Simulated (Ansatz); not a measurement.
```
CELL_PARAMETERS angstrom
3.25831 0.00000 0.00000
0.00000 4.70939 0.00000
0.00000 0.00000 30.27642
ATOMIC_POSITIONS crystal
Si 0.00000 0.84318 0.24772
Ni 0.00000 0.34231 0.24772
Si 0.50000 0.15682 0.29817
Ni 0.50000 0.65769 0.29817
Si 0.00000 0.84318 0.34863
Ni 0.00000 0.34231 0.34863
Si 0.50000 0.15682 0.39909
Ni 0.50000 0.65769 0.39909
Si 0.00000 0.84318 0.44954
Ni 0.00000 0.34231 0.44954
Si 0.50000 0.15682 0.50000
Ni 0.50000 0.65769 0.50000
Si 0.00000 0.84318 0.55046
Ni 0.00000 0.34231 0.55046
Si 0.50000 0.15682 0.60091
Ni 0.50000 0.65769 0.60091
Si 0.00000 0.84318 0.65137
Ni 0.00000 0.34231 0.65137
Si 0.50000 0.15682 0.70183
Ni 0.50000 0.65769 0.70183
Si 0.00000 0.84318 0.75228
Ni 0.00000 0.34231 0.75228
```

Changed on purpose from its base cell (repeats removed: -2); not relaxed (largest force 1.1 eV/Å); computed without spin polarisation.

Theory: DFT PBE, scalar-relativistic, plane waves, PAW in Ansatz.

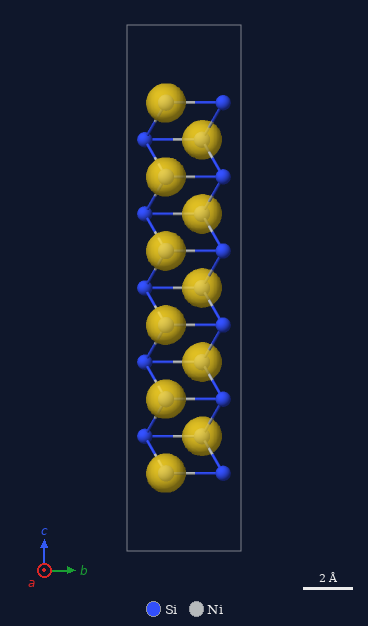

SiNi (slab). Isosurface of the valence electron density at 1 e/Å³ (yellow), seen along the a axis. Sticks mark near contacts.

Question: How is the density connected at this value?

Answer: At this value the density breaks into separate islands; it holds about 70 % of the electrons treated as valence (semicore included). It bridges none of the near contacts. It is pinched off along the sampled Si–Ni (2.35 Å) and Si–Ni (2.40 Å) contacts. On the grid the lowest density along these lines, outside the cores, is 0.47 e/Å³ (Si–Ni, 2.35 Å) and 0.41 e/Å³ (Si–Ni, 2.40 Å).

Question: Does the calculation give a band gap?

Answer: It is metallic or semimetallic at this level of theory: no gap opens.
